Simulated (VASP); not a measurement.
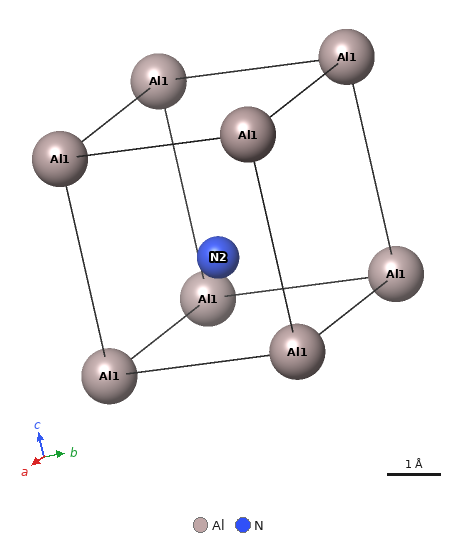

**Figure 1.** The input geometry (ball-and-stick view of the reduced cell, seen slightly off an axis; atoms are numbered from 1 in the order of the input).

## Single-point calculation of AlN

- system: AlN (Imm2, 2 atoms in the cell)
- method: DFT, plane waves, PAW, settings varied from a PBE run (VASP 6.6.1)

The structure was built on a prototype by a generator. Some settings of this run were made unusual or wrong on purpose. The geometry comes from this level: r2SCAN (a point of a series of strains).

**INCAR**
```
ENCUT = 520.000000
SIGMA = 0.020000
EDIFF = 1.00e-07
GGA = PE
PREC = Accurate
IBRION = -1
ISIF = 2
ISMEAR = -1
NBANDS = 11
NSW = 0
LASPH = .TRUE.
LCHARG = .FALSE.
LWAVE = .FALSE.
LREAL = .FALSE.
NELM = 69
```

**KPOINTS**
```
KPOINTS created by Atomic Simulation Environment
0
Gamma
5 5 5
0 0 0
```

**POSCAR**
```
Al N
 1.0000000000000000
    -0.0064000000000000    4.1288200000000002    4.1288200000000002
     4.1288200000000002   -0.0064000000000000    4.1288200000000002
     4.1224200000000000    4.1224200000000000    0.0000000000000000
 Al  N
   1   1
Cartesian
  0.0000000000000000 -0.0000000000000000 -0.0016778764946723
  2.0612099999999995  2.0612100000000000  2.0660878764946728
```

Machine: 1 CPU thread, shared host.

Command:
```bash
mpirun -np 1 vasp_std
```

**OSZICAR**
```
N       E                     dE             d eps       ncg     rms          rms(c)
DAV:   1     0.256094484286E+02    0.25609E+02   -0.22904E+03   594   0.461E+02
DAV:   2    -0.133413970227E+01   -0.26944E+02   -0.25938E+02   970   0.801E+01
DAV:   3    -0.548382202118E+01   -0.41497E+01   -0.38282E+01   702   0.318E+01
DAV:   4    -0.560480129861E+01   -0.12098E+00   -0.12047E+00   690   0.674E+00
DAV:   5    -0.560687370951E+01   -0.20724E-02   -0.20720E-02   708   0.868E-01    0.716E+00
DAV:   6    -0.522810803566E+01    0.37877E+00   -0.50351E+01   648   0.166E+01    0.940E+00
DAV:   7    -0.389088885578E+01    0.13372E+01   -0.19023E+01   646   0.877E+00    0.111E+00
DAV:   8    -0.385825963315E+01    0.32629E-01   -0.63141E-01   600   0.412E+00    0.382E-01
DAV:   9    -0.386220809318E+01   -0.39485E-02   -0.29954E-02   694   0.661E-01    0.305E-01
DAV:  10    -0.386758633027E+01   -0.53782E-02   -0.62440E-03   597   0.452E-01    0.106E-01
DAV:  11    -0.386761709174E+01   -0.30761E-04   -0.43313E-04   737   0.991E-02    0.481E-02
DAV:  12    -0.386772950098E+01   -0.11241E-03   -0.41811E-04   618   0.628E-02    0.213E-02
DAV:  13    -0.386782819377E+01   -0.98693E-04   -0.24448E-04   600   0.596E-02    0.309E-02
DAV:  14    -0.386781017148E+01    0.18022E-04   -0.17344E-04   711   0.347E-02    0.462E-03
DAV:  15    -0.386781189929E+01   -0.17278E-05   -0.11748E-05   647   0.115E-02    0.637E-03
DAV:  16    -0.386781149368E+01    0.40561E-06   -0.38167E-06   654   0.555E-03    0.161E-03
DAV:  17    -0.386781141241E+01    0.81262E-07   -0.53115E-07   709   0.204E-03
   1 F= -.38678114E+01 E0= -.38625891E+01  d E =-.104446E-01
```

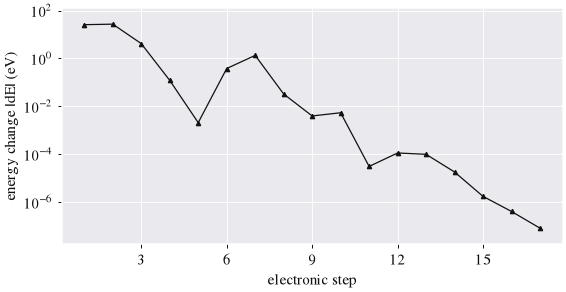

**Figure 2.** Convergence of the self-consistent field: energy change |dE| against the electronic step. It takes 17 electronic steps. The density is held fixed in the first few steps, and dE rises again when its update begins.

**Parts of OUTCAR**
```
k-points           NKPTS =     27   k-points in BZ     NKDIM =     27   number of bands    NBANDS=     11

   NELECT =       8.0000    total number of electrons

   dimension x,y,z NGX =    48 NGY =   48 NGZ =   48
   dimension x,y,z NGXF=    96 NGYF=   96 NGZF=   96

  energy-cutoff  :      520.00
  volume of cell :      140.77
      direct lattice vectors                 reciprocal lattice vectors
    -0.006400000  4.128820000  4.128820000    -0.120912551  0.120912551  0.121099975
     4.128820000 -0.006400000  4.128820000     0.120912551 -0.120912551  0.121099975
     4.122420000  4.122420000  0.000000000     0.121287981  0.121287981 -0.121099975

 k-points in reciprocal lattice and weights: KPOINTS created by Atomic Simulation Env
   0.00000000  0.00000000  0.00000000       0.008
   0.20000000 -0.00000000  0.00000000       0.032
   0.40000000 -0.00000000  0.00000000       0.032
   0.20000000  0.20000000  0.00000000       0.016
   0.40000000  0.20000000  0.00000000       0.032
  -0.40000000  0.20000000  0.00000000       0.032
  -0.20000000  0.20000000  0.00000000       0.016
   0.40000000  0.40000000  0.00000000       0.016
  -0.40000000  0.40000000  0.00000000       0.016
   0.00000000  0.00000000  0.20000000       0.032
   0.20000000 -0.00000000  0.20000000       0.032
   0.40000000 -0.00000000  0.20000000       0.064
  -0.40000000  0.00000000  0.20000000       0.064
  -0.20000000  0.00000000  0.20000000       0.064
   0.40000000  0.40000000  0.20000000       0.032
  -0.40000000  0.40000000  0.20000000       0.064
  -0.20000000  0.40000000  0.20000000       0.032
  -0.40000000 -0.40000000  0.20000000       0.016
   0.00000000  0.00000000  0.40000000       0.032
   0.20000000  0.00000000  0.40000000       0.064
   0.40000000 -0.00000000  0.40000000       0.032
  -0.40000000  0.00000000  0.40000000       0.064
  -0.20000000  0.00000000  0.40000000       0.064
   0.20000000  0.20000000  0.40000000       0.016
  -0.40000000  0.20000000  0.40000000       0.064
  -0.40000000 -0.40000000  0.40000000       0.032
  -0.20000000 -0.40000000  0.40000000       0.032

 E-fermi :  -2.8486

 k-point     1 :       0.0000    0.0000    0.0000
  band No.  band energies     occupation
      1     -14.0124      2.00000
      2      -6.1975      2.00000
      3      -2.8402      0.79233
      4      -2.8397      0.78004
      5      -2.8392      0.76755
      6      -0.1931      0.00000
      7      -0.1906      0.00000
      8      -0.1881      0.00000
      9       2.2397      0.00000
     10       5.1291      0.00000
     11       5.1401      0.00000

 k-point     2 :       0.2000   -0.0000    0.0000
  band No.  band energies     occupation
      1     -14.0089      2.00000
      2      -6.1962      2.00000
      3      -2.8677      1.44299
      4      -2.8671      1.43069
      5      -2.8332      0.63292
      6      -0.4904      0.00000
      7      -0.1636      0.00000
      8      -0.1611      0.00000
      9       2.8234      0.00000
     10       4.7724      0.00000
     11       4.8420      0.00000

 k-point     3 :       0.4000   -0.0000    0.0000
  band No.  band energies     occupation
      1     -14.0033      2.00000
      2      -6.1915      2.00000
      3      -2.9105      1.91318
      4      -2.9100      1.91132
      5      -2.8623      1.32807
      6      -0.7365      0.00000
      7      -0.1258      0.00000
      8      -0.1246      0.00000
      9       3.3169      0.00000
     10       4.5911      0.00000
     11       4.6064      0.00000

 k-point     4 :       0.2000    0.2000    0.0000
  band No.  band energies     occupation
      1     -14.0077      2.00000
      2      -6.1953      2.00000
      3      -2.9145      1.92822
      4      -2.9126      1.92158
      5      -2.7448      0.01109
      6      -0.6077      0.00000
      7      -0.1455      0.00000
      8      -0.1410      0.00000
      9       2.9940      0.00000
     10       4.0380      0.00000
     11       5.1814      0.00000

 k-point     5 :       0.4000    0.2000    0.0000
  band No.  band energies     occupation
      1     -14.0029      2.00000
      2      -6.1905      2.00000
      3      -3.0195      1.99961
      4      -2.9605      1.99259
      5      -2.6697      0.00026
      6      -0.7859      0.00000
      7      -0.1946      0.00000
      8      -0.1023      0.00000
      9       3.3872      0.00000
     10       3.8325      0.00000
     11       5.0165      0.00000

 k-point     6 :      -0.4000    0.2000    0.0000
  band No.  band energies     occupation
      1     -14.0010      2.00000
      2      -6.1874      2.00000
      3      -3.0997      1.99999
      4      -2.9465      1.98514
      5      -2.6523      0.00011
      6      -0.7047      0.00000
      7      -0.3337      0.00000
      8      -0.0969      0.00000
      9       3.6972      0.00000
     10       3.7541      0.00000
     11       4.7846      0.00000

 k-point     7 :      -0.2000    0.2000    0.0000
  band No.  band energies     occupation
      1     -14.0047      2.00000
      2      -6.1927      2.00000
      3      -3.0151      1.99952
      4      -2.8894      1.76908
      5      -2.7265      0.00446
      6      -0.6470      0.00000
      7      -0.2403      0.00000
      8      -0.1299      0.00000
      9       3.4222      0.00000
     10       4.2316      0.00000
     11       4.5932      0.00000

 k-point     8 :       0.4000    0.4000    0.0000
  band No.  band energies     occupation
      1     -14.0003      2.00000
      2      -6.1884      2.00000
      3      -3.0277      1.99974
      4      -3.0248      1.99970
      5      -2.5940      0.00001
      6      -1.0318      0.00000
      7      -0.0678      0.00000
      8      -0.0639      0.00000
      9       2.9244      0.00000
     10       3.6748      0.00000
     11       5.8521      0.00000

 k-point     9 :      -0.4000    0.4000    0.0000
  band No.  band energies     occupation
      1     -13.9991      2.00000
      2      -6.1852      2.00000
      3      -3.1135      2.00000
      4      -3.0165      1.99955
      5      -2.5517      0.00000
      6      -0.9244      0.00000
      7      -0.2364      0.00000
      8      -0.0613      0.00000
      9       3.0523      0.00000
     10       3.7978      0.00000
     11       5.5656      0.00000

 k-point    10 :       0.0000    0.0000    0.2000
  band No.  band energies     occupation
      1     -14.0089      2.00000
      2      -6.1957      2.00000
      3      -2.8683      1.45515
      4      -2.8677      1.44361
      5      -2.8335      0.63846
      6      -0.4884      0.00000
      7      -0.1654      0.00000
      8      -0.1630      0.00000
      9       2.8252      0.00000
     10       4.7787      0.00000
     11       4.8415      0.00000

 k-point    11 :       0.2000   -0.0000    0.2000
  band No.  band energies     occupation
      1     -14.0077      2.00000
      2      -6.1953      2.00000
      3      -2.9135      1.92500
      4      -2.9135      1.92497
      5      -2.7448      0.01109
      6      -0.6077      0.00000
      7      -0.1433      0.00000
      8      -0.1433      0.00000
      9       2.9940      0.00000
     10       4.0380      0.00000
     11       5.1814      0.00000

 k-point    12 :       0.4000   -0.0000    0.2000
  band No.  band energies     occupation
      1     -14.0029      2.00000
      2      -6.1907      2.00000
      3      -3.0189      1.99960
      4      -2.9614      1.99290
      5      -2.6692      0.00025
      6      -0.7841      0.00000
      7      -0.1951      0.00000
      8      -0.1037      0.00000
      9       3.3880      0.00000
     10       3.8349      0.00000
     11       5.0213      0.00000

 k-point    13 :      -0.4000    0.0000    0.2000
  band No.  band energies     occupation
      1     -14.0010      2.00000
      2      -6.1871      2.00000
      3      -3.0994      1.99999
      4      -2.9472      1.98563
      5      -2.6529      0.00011
      6      -0.7037      0.00000
      7      -0.3341      0.00000
      8      -0.0980      0.00000
      9       3.6982      0.00000
     10       3.7587      0.00000
     11       4.7747      0.00000

 k-point    14 :      -0.2000    0.0000    0.2000
  band No.  band energies     occupation
      1     -14.0047      2.00000
      2      -6.1920      2.00000
      3      -3.0152      1.99952
      4      -2.8900      1.77537
      5      -2.7280      0.00478
      6      -0.6478      0.00000
      7      -0.2389      0.00000
      8      -0.1316      0.00000
      9       3.4240      0.00000
     10       4.2333      0.00000
     11       4.5847      0.00000

 k-point    15 :       0.4000    0.4000    0.2000
  band No.  band energies     occupation
      1     -14.0028      2.00000
      2      -6.1900      2.00000
      3      -3.0187      1.99959
      4      -2.9627      1.99336
      5      -2.6704      0.00027
      6      -0.7831      0.00000
      7      -0.1945      0.00000
      8      -0.1061      0.00000
      9       3.3874      0.00000
     10       3.8367      0.00000
     11       5.0239      0.00000

 k-point    16 :      -0.4000    0.4000    0.2000
  band No.  band energies     occupation
      1     -13.9998      2.00000
      2      -6.1850      2.00000
      3      -3.1086      2.00000
      4      -3.0209      1.99964
      5      -2.5598      0.00000
      6      -0.7623      0.00000
      7      -0.3810      0.00000
      8      -0.0729      0.00000
      9       3.3112      0.00000
     10       3.9405      0.00000
     11       4.8808      0.00000

 k-point    17 :      -0.2000    0.4000    0.2000
  band No.  band energies     occupation
      1     -13.9998      2.00000
      2      -6.1854      2.00000
      3      -3.1085      2.00000
      4      -3.0206      1.99963
      5      -2.5588      0.00000
      6      -0.7620      0.00000
      7      -0.3818      0.00000
      8      -0.0723      0.00000
      9       3.3112      0.00000
     10       3.9402      0.00000
     11       4.8818      0.00000

 k-point    18 :      -0.4000   -0.4000    0.2000
  band No.  band energies     occupation
      1     -13.9991      2.00000
      2      -6.1846      2.00000
      3      -3.1119      2.00000
      4      -3.0192      1.99960
      5      -2.5530      0.00000
      6      -0.9221      0.00000
      7      -0.2356      0.00000
      8      -0.0649      0.00000
      9       3.0534      0.00000
     10       3.8021      0.00000
     11       5.5533      0.00000

 k-point    19 :       0.0000    0.0000    0.4000
  band No.  band energies     occupation
      1     -14.0032      2.00000
      2      -6.1901      2.00000
      3      -2.9115      1.91729
      4      -2.9111      1.91566
      5      -2.8650      1.38710
      6      -0.7337      0.00000
      7      -0.1280      0.00000
      8      -0.1269      0.00000
      9       3.3174      0.00000
     10       4.5877      0.00000
     11       4.6027      0.00000

 k-point    20 :       0.2000    0.0000    0.4000
  band No.  band energies     occupation
      1     -14.0028      2.00000
      2      -6.1898      2.00000
      3      -3.0193      1.99961
      4      -2.9619      1.99307
      5      -2.6709      0.00028
      6      -0.7849      0.00000
      7      -0.1940      0.00000
      8      -0.1047      0.00000
      9       3.3866      0.00000
     10       3.8343      0.00000
     11       5.0190      0.00000

 k-point    21 :       0.4000   -0.0000    0.4000
  band No.  band energies     occupation
      1     -14.0003      2.00000
      2      -6.1884      2.00000
      3      -3.0262      1.99972
      4      -3.0262      1.99972
      5      -2.5940      0.00001
      6      -1.0319      0.00000
      7      -0.0659      0.00000
      8      -0.0659      0.00000
      9       2.9245      0.00000
     10       3.6748      0.00000
     11       5.8521      0.00000

 k-point    22 :      -0.4000    0.0000    0.4000
  band No.  band energies     occupation
      1     -13.9991      2.00000
      2      -6.1849      2.00000
      3      -3.1127      2.00000
      4      -3.0178      1.99958
      5      -2.5523      0.00000
      6      -0.9233      0.00000
      7      -0.2360      0.00000
      8      -0.0631      0.00000
      9       3.0528      0.00000
     10       3.7999      0.00000
     11       5.5595      0.00000

 k-point    23 :      -0.2000    0.0000    0.4000
  band No.  band energies     occupation
      1     -14.0009      2.00000
      2      -6.1863      2.00000
      3      -3.1003      1.99999
      4      -2.9477      1.98598
      5      -2.6546      0.00012
      6      -0.7023      0.00000
      7      -0.3348      0.00000
      8      -0.0990      0.00000
      9       3.6968      0.00000
     10       3.7563      0.00000
     11       4.7765      0.00000

 k-point    24 :       0.2000    0.2000    0.4000
  band No.  band energies     occupation
      1     -14.0046      2.00000
      2      -6.1913      2.00000
      3      -3.0152      1.99952
      4      -2.8906      1.78135
      5      -2.7294      0.00514
      6      -0.6486      0.00000
      7      -0.2375      0.00000
      8      -0.1333      0.00000
      9       3.4257      0.00000
     10       4.2351      0.00000
     11       4.5764      0.00000

 k-point    25 :      -0.4000    0.2000    0.4000
  band No.  band energies     occupation
      1     -13.9998      2.00000
      2      -6.1850      2.00000
      3      -3.1086      2.00000
      4      -3.0209      1.99964
      5      -2.5598      0.00000
      6      -0.7624      0.00000
      7      -0.3810      0.00000
      8      -0.0729      0.00000
      9       3.3112      0.00000
     10       3.9405      0.00000
     11       4.8808      0.00000

 k-point    26 :      -0.4000   -0.4000    0.4000
  band No.  band energies     occupation
      1     -14.0009      2.00000
      2      -6.1860      2.00000
      3      -3.1001      1.99999
      4      -2.9484      1.98642
      5      -2.6552      0.00013
      6      -0.7013      0.00000
      7      -0.3352      0.00000
      8      -0.1001      0.00000
      9       3.6978      0.00000
     10       3.7608      0.00000
     11       4.7666      0.00000

 k-point    27 :      -0.2000   -0.4000    0.4000
  band No.  band energies     occupation
      1     -13.9998      2.00000
      2      -6.1846      2.00000
      3      -3.1088      2.00000
      4      -3.0213      1.99964
      5      -2.5608      0.00000
      6      -0.7627      0.00000
      7      -0.3803      0.00000
      8      -0.0735      0.00000
      9       3.3113      0.00000
     10       3.9408      0.00000
     11       4.8799      0.00000

  Total       -3.1843297     -3.1843297     -3.1844127      0.0009004     -0.0000000     -0.0000000
  in kB      -36.2428055    -36.2428055    -36.2437505      0.0102477     -0.0000000     -0.0000000
  external PRESSURE =     -36.2431205 kB  Pullay stress =       0.0000000 kB

 POSITION                                       TOTAL-FORCE (eV/Angst)
 -----------------------------------------------------------------------------------
      4.12242      4.12242      8.25596         0.000000      0.000000      0.008174
      2.06121      2.06121      2.06609         0.000000      0.000000     -0.008174
 -----------------------------------------------------------------------------------
    total drift:                                0.000000      0.000000     -0.000020

  FREE ENERGIE OF THE ION-ELECTRON SYSTEM (eV)
  ---------------------------------------------------
  free  energy   TOTEN  =        -3.8678114124 eV

  energy  without entropy=       -3.8573668595  energy(sigma->0) =       -3.86258914
```

**What the run reported**

- outcome: converged
- space group (tolerance 0.01 Å): Imm2 (44)
- electrons treated: 8
- free energy: −3.8678 eV
- Fermi energy: −2.849 eV
- band gap: none (metallic)
- pressure: −3.62 GPa
- largest force (length of the vector): 0.008 eV/Å
- wall time: 63 s
- peak memory: 0.29 GiB

Some settings of this run were drawn to be unusual or wrong (NELM = 69). It converged; results that depend on the unusual settings are not reference values.
